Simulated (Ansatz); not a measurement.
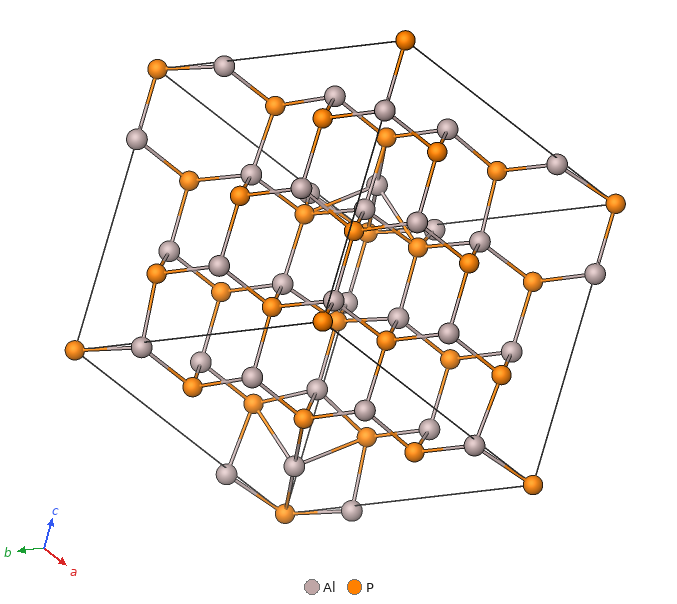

This ball-and-stick model is shown from a general direction. Lines trace the edges of the simulation cell.

What can be read from this drawing?

Composition: Al₁₇P₁₆. With Z = 1, the cell contains 17 Al, 16 P. The bonds build a three-dimensional framework.

The structure was taken from a structure listed in the Materials Project, repeated into a supercell with a point defect put in. The atoms were relaxed in a fixed cell with Ansatz, DFT PBE, scalar-relativistic, plane waves, PAW.
